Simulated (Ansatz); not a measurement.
```yaml
crystal:
  lattice:
    - [5.49348, 0.00000, 0.00000]
    - [-2.74674, 4.75749, 0.00000]
    - [0.00000, 0.00000, 4.17010]
  atoms:
    - { symbol: Si, position: [0.33333, 0.66667, 0.25000] }
    - { symbol: Si, position: [0.66667, 0.33333, 0.75000] }
    - { symbol: Ru, position: [0.34393, 0.24394, 0.25000] }
    - { symbol: Ru, position: [0.09999, 0.34393, 0.75000] }
    - { symbol: Ru, position: [0.75606, 0.09999, 0.25000] }
    - { symbol: Ru, position: [0.65607, 0.75606, 0.75000] }
    - { symbol: Ru, position: [0.90001, 0.65607, 0.25000] }
    - { symbol: Ru, position: [0.24394, 0.90001, 0.75000] }
```

Space group P6₃/m; a generated structure, not necessarily the stable one; computed without spin polarisation.

Computed with DFT PBE, scalar-relativistic, plane waves, PAW (Ansatz).

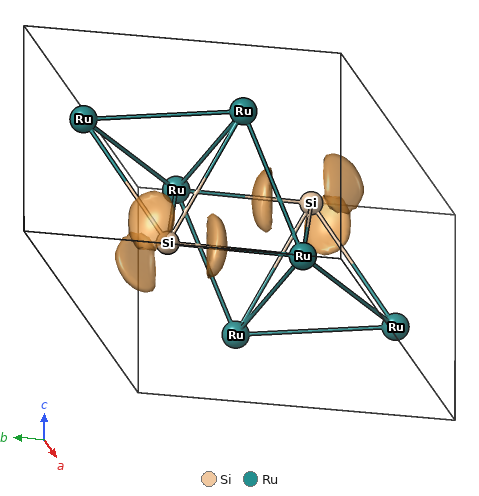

SiRu3. Isosurface of the ELF at 0.65 (orange), seen at an oblique angle. Core shells and regions of very low density are left out. Sticks mark near contacts.

Core electrons are frozen (PAW), and the valence fields are smoothed inside the atomic spheres.

> Identify the bonds, lone pairs and shells in this picture.

The ELF exceeds this value in six lobes of the valence shell of Si pointing towards Ru (polar bonds), counted in one cell of 8 atoms. Regions shared between cells count once. Along the contacts the grid gives the following. Si–Ru (2.35 Å): the ELF peaks at about 0.75 in the valence shell of Si, 0.9 Å from its nucleus, and is about 0.50 at the midpoint. Ru–Ru (2.68 Å): the ELF is about 0.35 at the midpoint.

> Which way does charge flow, and how much by Bader's partition?

Electrons move from Si towards Ru. Bader charges: Si +0.84 and Ru −0.28 e.
